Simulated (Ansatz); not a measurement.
Wannier-function calculation of CuI

CuI (Fm-3m, 2 atoms in the cell), computed with maximally localised Wannier functions of PBE bands, plane waves, PAW, no spin polarisation (Ansatz 0.2.0).

The structure was built on a prototype by a generator. The geometry comes from this level: r2SCAN. It belongs to a series of runs on one base structure; here: metal d and anion p.

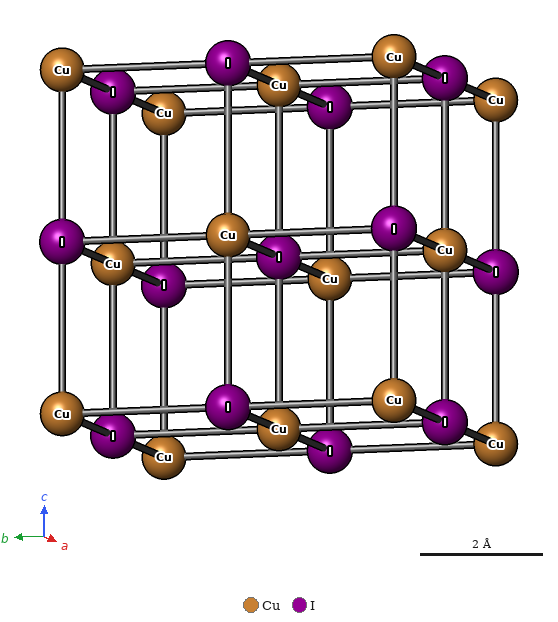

*The structure (ball-and-stick view of the cell 4 times as large as that of the calculation, set on its symmetry axes, seen at an oblique angle).*

Near neighbours in the crystal (not all of them lie inside the picture): Cu has 6 I at 2.86 Å; I has 6 Cu at 2.86 Å.

### Input
```yaml
crystal:
  lattice:
    - [0.0, 2.8561104037, 2.8561104037]
    - [2.8561104037, 0.0, 2.8561104037]
    - [2.8561104037, 2.8561104037, 0.0]
  atoms:
    - { symbol: Cu, position: [0.0, 0.0, 0.0] }
    - { symbol: I, position: [0.5, 0.5, 0.5] }
kpoints:
  mp_grid: { grid: [6, 6, 6] }
  band_path:
    path:
      - [[0.0, 0.0, 0.0], [0.5, -7.555989153079e-36, 0.5], [0.625, 0.25, 0.625]]
      - [[0.375, 0.375, 0.75], [0.0, 0.0, 0.0], [0.5, 0.5, 0.5], [0.5, 0.25, 0.75], [0.5, -7.555989153079e-36, 0.5]]
    npoints: 10
hamiltonian:
  xc: pbe
scf:
  occupations: { method: fermi_dirac, width: 0.02 }
  n_extra_bands: 6
output:
  forces: false
  stress: false
  eigenvalues: true
  wannier:
    kmesh: [6, 6, 6]
    projections: [{ species: Cu, l: d, shell: 3 }, { species: I, l: p, shell: 5 }]
    minimise: true
    write_hr: true
    conv_tol: 1.0e-08
    max_iter: 3000
  write_density: true
  write_potential: true
  elf: true
  volumetric_format: npy
```

### File wannier.win
```
! ansatz wannier90 interface
! projections by site (counted from 0) and shell: 0 3D, 1 5P
! states of the run's bands (counted from 1): 11-18
! their least projectability: 0.8008
num_bands = 8
num_wann  = 8
num_iter  = 2000
conv_tol = 1e-8
conv_window = 5
guiding_centres = true
write_hr = true

begin unit_cell_cart
Ang
                      0.0             2.8561104037             2.8561104037
             2.8561104037                      0.0             2.8561104037
             2.8561104037             2.8561104037                      0.0
end unit_cell_cart

begin atoms_frac
Cu                       0.0                      0.0                      0.0
I                        0.5                      0.5                      0.5
end atoms_frac

mp_grid = 6 6 6
```

Hardware: 4 threads of Arm Neoverse N1, 90 GiB of memory available, shared host.

Run as:
```bash
ansatz run input.yaml --threads 4 --pin off --max-ram 3686MiB --backend cpu --events-out ev --progress --plain --runs-dir out
```

### Output
```
scf.n_extra_bands = 6 over 18 filled bands (N_el = 36.0): the run solves 24 bands
Engine: ansatz 0.2.0, aarch64-unknown-linux-gnu
Pseudopotentials: kind: paw
Pseudopotential: Cu, paw, valence charge 19, recommended cutoff 420 eV (normal), Cu.paw.azcp
Pseudopotential: I, paw, valence charge 17, recommended cutoff 420 eV (normal), I.paw.azcp
Functional definition: PBE
  parameter kappa = 0.804
  parameter beta = 0.06672455060314922
  exchange = pbe_x(kappa = kappa, mu = beta*pi^2/3)
  correlation = pbe_c(beta = beta)
Crystal: 2 atoms, lattice volume = 46.597 Å³
Basis set: ecut = 420 eV, 941 PW (Γ)
Bands: 24, of which v1, the nominal top of the filled ones, is band 18 counted from 1 (17 counted from 0)
Symmetry: 48 space group operations
Space group: Fm-3m (ITA 225), of the structure as read, at distance tolerance 3.6e-5 Å
k-points: 16 of 216
Non-local potential: Cu, projectors of the file, l = 0: 3, l = 1: 2, l = 2: 3, l = 3: 1
Non-local potential: I, projectors of the file, l = 0: 2, l = 1: 2, l = 2: 2, l = 3: 2
PAW form: soft (Blöchl's): semilocal exchange-correlation on the pseudo side does not see the compensation charge
PAW one-centre angular grid: Cu, 590 points (default); XC on 64 Gauss nodes
PAW one-centre angular grid: I, 590 points (default); XC on 64 Gauss nodes
Initial density: superposition of atomic densities (neutral atoms: chi_scale 0, normalization atom), corrected by the library's trained network
Initial wavefunctions: pseudopotential atomic-orbital guess
Functional: x = pbe(κ = 0.804, μ = 0.2195149727645171), c = pbe(β = 0.06672455060314922)
SCF iter   1: F=—  HF=-14137.897733 eV  |F-HF|=—  |Δ(HF+E_count)|=         —  Δρ=1.11e-3  dr2=7.82e-4  ethr=1.77e-3  ⟨swp⟩=6.2  Hψ=1872  notcnv=0
preconditioner: auto → none  [insulator: Δε(μ)=0.674 eV  Ē_g=10.600 eV  σ=0.020 eV  W_gap=0.63  n_scr=14 (ndim 8)  ℏωp=23.1 eV  f_vac=0.023  D(μ)=0.89/eV (n_scr^D=0)  ε∞_Penn≈5.7]
SCF iter   2: F=—  HF=-14137.896790 eV  |F-HF|=—  |Δ(HF+E_count)|=   9.43e-4  Δρ=1.08e-3  dr2=3.10e-4  ethr=2.17e-6  ⟨swp⟩=2.4  Hψ=827  notcnv=0  defer=24
SCF iter   3: F=—  HF=-14137.896850 eV  |F-HF|=—  |Δ(HF+E_count)|=   5.96e-5  Δρ=9.03e-4  dr2=2.35e-4  ethr=8.62e-7  ⟨swp⟩=2.3  Hψ=702  notcnv=0  defer=24
SCF iter   4: F=—  HF=-14137.896802 eV  |F-HF|=—  |Δ(HF+E_count)|=   4.76e-5  Δρ=1.69e-4  dr2=3.64e-6  ethr=6.53e-7  ⟨swp⟩=2.0  Hψ=450  notcnv=0  defer=24
SCF iter   5: F=—  HF=-14137.896815 eV  |F-HF|=—  |Δ(HF+E_count)|=   1.25e-5  Δρ=2.62e-5  dr2=1.32e-7  ethr=1.01e-8  ⟨swp⟩=2.0  Hψ=505  notcnv=0  defer=24
SCF iter   6: F=-14137.896815 eV  HF=-14137.896815 eV  |F-HF|=3.93e-9  |Δ(HF+E_count)|=   5.25e-7  Δρ=4.95e-6  dr2=5.64e-9  ethr=2.78e-10  ⟨swp⟩=6.6  Hψ=1406  notcnv=0
SCF 1 converged in 6 iterations: F = -14137.896815 eV  dr2 = 5.64e-9
  greatest PAW one-centre occupation: 1.000 electrons in one spin orbital (limit 2), on the Cu atom at site 0 (counted from 0), in its partial waves of l = 0
NSCF: frozen V_eff on 62 k-points
NSCF: frozen V_eff on 19 k-points
the Wannier pass solved 19 of the 216 points of its mesh, and has the states at the others by symmetry: states obtained by the crystal's operations at points that were solved too leave a residual of 4.15e-13 eV (read by the count's bands and the next), within 4.17e-6 eV
SCF converged after 6 iterations
Free energy (F): -14137.896815 eV
Harris-Foulkes:  -14137.896815 eV  (|F-HF|=3.93e-9)
Internal energy: -14137.895764 eV  (E = F + TS)
E sigma→0 (E₀):  -14137.896290 eV
Entropy (-TS):   -0.001051 eV (-0.526 meV/atom)
Fermi energy:    10.754055 eV
--- Per-component energies (eV) ---
  E_band       = -773.441529
  E_kinetic    = 489.758454
  E_local      = -6739.319032  (includes V_loc(G=0)·N_el)
  E_nonlocal   = 315.873746
  E_hartree    = 3148.584678
  E_xc         = -215.152257
  E_vxc        = -240.928274  (∫ρ·V_xc dr)
  E_paw        = -6494.076917  (= ΣΔE_a)
  E_vpaw       = -896.001614  (= ΣTr[D̂ρ^β])
  E_aug_tail   = 0.000289  (compensation charges beyond the density's cutoff)
  E_ewald      = -4643.564726
  E_smearing   = -0.001051  (= −TS)
  E_closure    = 0.000000  (closes the sum)
  Σ components = -14137.896815   (vs F -14137.896815, Δ=0.00e0)
--- Band table (eV; the first three rows and the last of 16) ---
  k-point 0: bands = ["-100.7378", "-58.1571", "-58.1571", "-58.1571", "-34.9454", "-34.9454", "-34.9454", "-34.9452", "-34.9452", "-3.5876", "8.7595", "8.7595", "8.7793", "8.7793", "8.7793", "8.9262", "8.9262", "8.9262", "11.6450", "18.1516", "18.1516", "18.1516", "19.4002", "19.4002"]
  k-point 1: bands = ["-100.7378", "-58.1572", "-58.1571", "-58.1571", "-34.9453", "-34.9453", "-34.9453", "-34.9450", "-34.9450", "-3.3836", "7.1322", "8.0012", "8.0012", "8.8311", "8.8311", "8.9602", "9.7303", "9.7303", "13.0915", "16.8374", "17.3929", "17.3929", "19.0380", "19.0382"]
  k-point 2: bands = ["-100.7378", "-58.1573", "-58.1572", "-58.1572", "-34.9454", "-34.9454", "-34.9450", "-34.9444", "-34.9444", "-2.9064", "5.1314", "7.4128", "7.4128", "8.9443", "8.9443", "9.0399", "10.4406", "10.4406", "13.7547", "15.8008", "15.8008", "16.4041", "19.6727", "20.6564"]
  k-point 15: bands = ["-100.7378", "-58.1573", "-58.1572", "-58.1572", "-34.9454", "-34.9453", "-34.9445", "-34.9442", "-34.9437", "-2.3639", "5.5692", "6.4400", "6.5124", "8.9103", "9.0552", "9.0792", "9.0819", "9.1621", "12.2936", "16.3035", "17.3342", "19.0716", "21.3922", "22.9406"]
Wannier search: line search 1 of at most 3000: gauge-dependent spread (as the search counts it) 0.5618242 Å², largest recent change 1.4e-2 Å² and fall left 8.5e-6 Å² against conv_tol 1.0e-8 Å², 0 stops escaped
```

### File rho_z.tsv
```
# z_ang	rho[e/angstrom^3]
# format = ansatz-planar-average/11
# lattice	0.000000000	2.856110404	2.856110404
# lattice	2.856110404	0.000000000	2.856110404
# lattice	2.856110404	2.856110404	0.000000000
# sites	2
# site	29	0.000000000	0.000000000	0.000000000
# site	53	2.856110404	2.856110404	2.856110404
0.000000	1.931880e0
0.149598	1.716674e0
0.299196	1.233628e0
0.448794	7.719562e-1
0.598393	4.752728e-1
0.747991	3.296978e-1
0.897589	2.776224e-1
1.047187	2.774805e-1
1.196785	3.184908e-1
1.346383	4.239421e-1
1.495982	6.087995e-1
1.645580	8.363200e-1
1.795178	1.038521e0
1.944776	1.155582e0
2.094374	1.155582e0
2.243972	1.038521e0
2.393570	8.363200e-1
2.543169	6.087995e-1
2.692767	4.239421e-1
2.842365	3.184908e-1
2.991963	2.774805e-1
3.141561	2.776224e-1
3.291159	3.296978e-1
3.440757	4.752728e-1
3.590356	7.719562e-1
3.739954	1.233628e0
3.889552	1.716674e0
```

### File v_z.tsv
```
# z_ang	v_es[eV]	v_tot[eV]
# format = ansatz-planar-average/11
# xc	pbe
# density_cutoff_ev	1680
# datasets	Cu=:simpson_from_first_knot:soft	I=:simpson_from_first_knot:soft
# lattice	0.000000000	2.856110404	2.856110404
# lattice	2.856110404	0.000000000	2.856110404
# lattice	2.856110404	2.856110404	0.000000000
# sites	2
# site	29	0.000000000	0.000000000	0.000000000
# site	53	2.856110404	2.856110404	2.856110404
0.000000	5.583533e0	-4.213339e0
0.149598	5.715693e0	-4.052213e0
0.299196	6.110203e0	-3.581676e0
0.448794	6.749022e0	-2.854685e0
0.598393	7.520070e0	-2.020019e0
0.747991	8.154856e0	-1.365666e0
0.897589	8.408597e0	-1.145047e0
1.047187	8.276524e0	-1.378034e0
1.196785	7.959035e0	-1.888968e0
1.346383	7.742243e0	-2.374993e0
1.495982	7.783228e0	-2.614317e0
1.645580	8.032270e0	-2.594052e0
1.795178	8.348149e0	-2.422281e0
1.944776	8.563312e0	-2.270853e0
2.094374	8.563312e0	-2.270853e0
2.243972	8.348149e0	-2.422281e0
2.393570	8.032270e0	-2.594052e0
2.543169	7.783228e0	-2.614317e0
2.692767	7.742243e0	-2.374993e0
2.842365	7.959035e0	-1.888968e0
2.991963	8.276524e0	-1.378034e0
3.141561	8.408597e0	-1.145047e0
3.291159	8.154856e0	-1.365666e0
3.440757	7.520070e0	-2.020019e0
3.590356	6.749022e0	-2.854685e0
3.739954	6.110203e0	-3.581676e0
3.889552	5.715693e0	-4.052213e0
```

### File wannier.spreads.toml
```
omega_i_ang2 = 10.530885191017745
omega_d_ang2 = 0.00000000000000000000000004583987930072784
omega_od_ang2 = 0.4944264291714479
omega_total_ang2 = 11.025311620189193
least_projectability = 0.80084975078434
b_vectors_match_mmn = true
n_iter = 36
converged = true
rejected_fitted_steps = 0

[[wannier]]
r = [0.000000000000002829636445431552, 0.0000000000000016852334195845625, -0.00000000000000931660250865024]
spread = 0.527237399011434

[[wannier]]
r = [-0.000000000000004159064993423679, -0.000000000000001021096666497352, 0.0000000000000004061946575961093]
spread = 0.5273539881276484

[[wannier]]
r = [0.000000000000006274454255868033, 0.000000000000000623611648216382, 0.000000000000002762770218448659]
spread = 0.5273543237538388

[[wannier]]
r = [0.000000000000006056419745427688, 0.000000000000009163813701879887, -0.0000000000000013922186319445134]
spread = 0.7532631906145476

[[wannier]]
r = [0.000000000000005071742419437012, -0.000000000000004003486156716641, -0.0000000000000018322619765604086]
spread = 0.753267483453552

[[wannier]]
r = [2.8561104036999696, 2.856110403699969, 2.8561104036999714]
spread = 2.645589554809522

[[wannier]]
r = [2.8561104036999723, 2.856110403699969, 2.856110403699971]
spread = 2.645610725971327

[[wannier]]
r = [2.856110403699971, 2.856110403699979, 2.8561104036999763]
spread = 2.6456349544495694

[[curvature_check]]
after_line_search = 7
omega_tilde_before_ang2 = 0.5618095403490443
krylov_steps = 44
lowest_ritz_value_ang2 = -0.1517696450725318
residual_ang2 = 5.459418115357096e-18
settled = true
first_negative_step = 3
curvature_along_ang2 = -0.001925706045662084
angle_rad = 1.5707963267948966
omega_tilde_after_ang2 = 0.5582015354654855
outcome = "escaped"

[[curvature_check]]
after_line_search = 36
omega_tilde_before_ang2 = 0.4944264291714479
krylov_steps = 46
lowest_ritz_value_ang2 = 1.4711679967889727e-9
residual_ang2 = 1.2077159407146047e-17
settled = true
outcome = "no-negative-curvature"
```

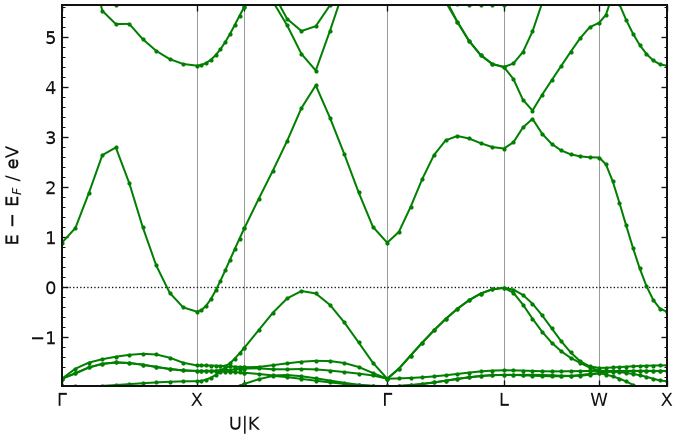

*Band structure along Γ–X–U|K–Γ–L–W–X, with energies from the Fermi level.*

Bands cross the Fermi level: a metal at this level of theory.

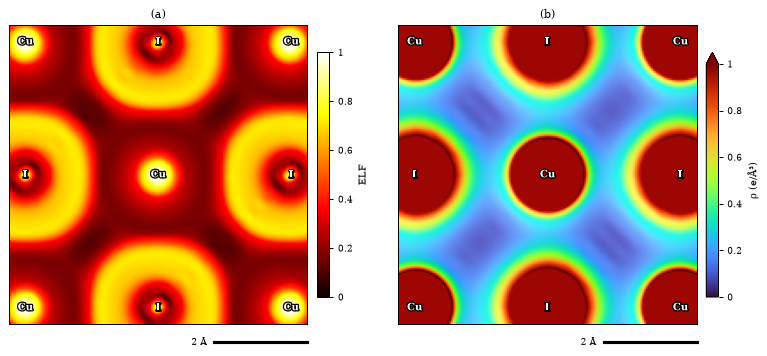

*(a) electron localisation function; (b) valence charge density (pseudo) on the (100) plane of the conventional cell.*

Atoms in the plane: Cu and I. Cu–I (2.86 Å): ρ is about 0.27 e/Å³ halfway, with its minimum of 0.24 e/Å³ about 1.2 Å from Cu; the ELF is about 0.45 at the midpoint. Away from the nuclei the density in this plane falls to 0.07 e/Å³ at its lowest. The strong features right at Cu lie inside the PAW spheres (semicore, d or f shells) and say nothing about bonding. In a PAW calculation such maps are meaningful between the atoms, not at the nuclei.

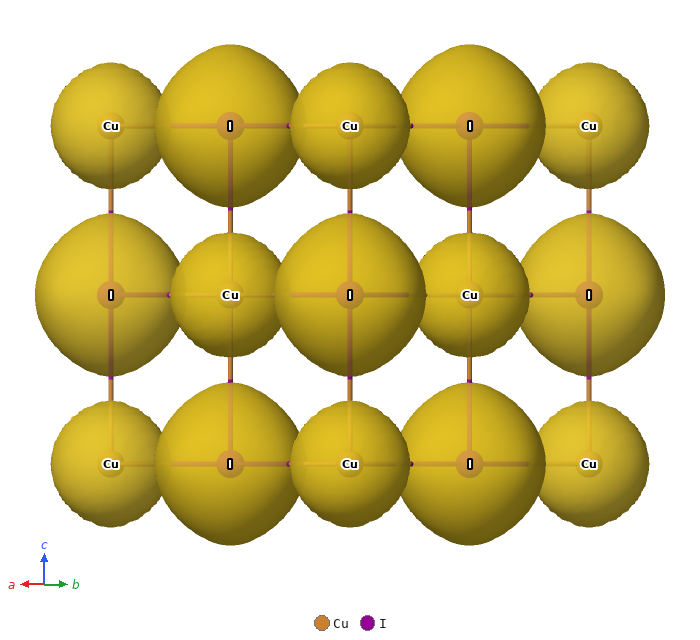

*Isosurface of the valence electron density at 0.3 e/Å³ (yellow), seen along [110]. Sticks mark near contacts. The outline is the cell set on symmetry axes.*

At this value the density breaks into separate islands; it holds about 90 % of the electrons treated as valence (semicore included). It is pinched off along the Cu–I (2.86 Å) contacts. On the grid the lowest density along these lines, outside the cores, is 0.24 e/Å³ (Cu–I, 2.86 Å).

### Key numbers

```json
{"quantity": "outcome", "value": "converged"}
{"quantity": "space group (tolerance 0.01 Å)", "value": "Fm-3m (225)"}
{"quantity": "electrons treated", "value": "36"}
{"quantity": "free energy", "value": "−14137.8968 eV"}
{"quantity": "total spread of the Wannier functions", "value": "11.025 Å²"}
{"quantity": "Fermi energy", "value": "10.754 eV"}
{"quantity": "band gap", "value": "none (metallic)"}
{"quantity": "wall time", "value": "3.4 s (CPU time 9.8 s)"}
{"quantity": "peak memory", "value": "0.35 GiB"}
```
